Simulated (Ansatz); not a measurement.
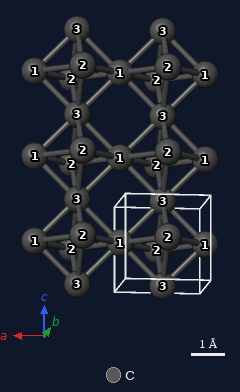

This is the input geometry for a relaxation of a crystal of C (a generated structure, set up in Pm-3m). A ball-and-stick model of the cell of the calculation, repeated 2 × 1 × 3 with one cell outlined, seen from a free direction.

The run lets cell and atoms move.

Method: Ansatz 0.2.0, Kohn-Sham DFT of a periodic cell, LDA, Ansatz PAW.

The input:
```yaml
crystal:
  lattice:
    - [2.61972, 0.0, 0.0]
    - [0.0, 2.61972, 0.0]
    - [0.0, 0.0, 2.61972]
  atoms:
    - { symbol: C, position: [0.0, 0.5, 0.5] }
    - { symbol: C, position: [0.5, 0.0, 0.5] }
    - { symbol: C, position: [0.5, 0.5, 0.0] }
hamiltonian:
  xc: lda
  pseudopotentials: { kind: paw }
kpoints:
  mp_grid: { grid: [10, 10, 10] }
scf:
  occupations: { method: fermi_dirac, width: 0.05 }
output:
  forces: true
  stress: true
  eigenvalues: true
  write_density: true
  write_potential: true
  elf: true
  volumetric_format: npy
relax:
  f_tol: 0.01
  max_steps: 40
  cell: { stress_tol: 0.05, p_target: 30.0 }
```

Command:
```bash
ansatz run input.yaml --threads 2 --pin off --max-ram 5632MiB --backend cpu --events-out ev --progress --plain --runs-dir out
```

Predict the outcome.

No atom moves by more than 0.005 Å relative to the cell. Cell: a = b = c 2.620 → 2.496 Å (−4.7 %). Volume −13.5 %. Some distances before and after: C1–C2 1.852 → 1.765 Å. The space group stays Pm-3m (No. 221). After 6 accepted moves (8 points after the start) the energy has risen by 17.3 meV per atom. With the target pressure of 30 GPa, the enthalpy E + pV changes by −134 meV per atom. All forces vanish by symmetry, so only the cell relaxes. The pressure goes from −13.17 to 29.99 GPa. At 2 points the geometry stayed and the basis and grid were re-selected for the new cell (energy shift of 4.5 meV per atom at most each time). The run took 3.4 s on 2 threads of Arm Neoverse V2, with other jobs on the host, peak memory 0.26 GiB.

The end point in the same view:

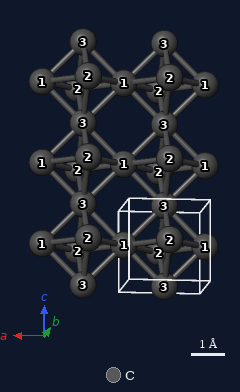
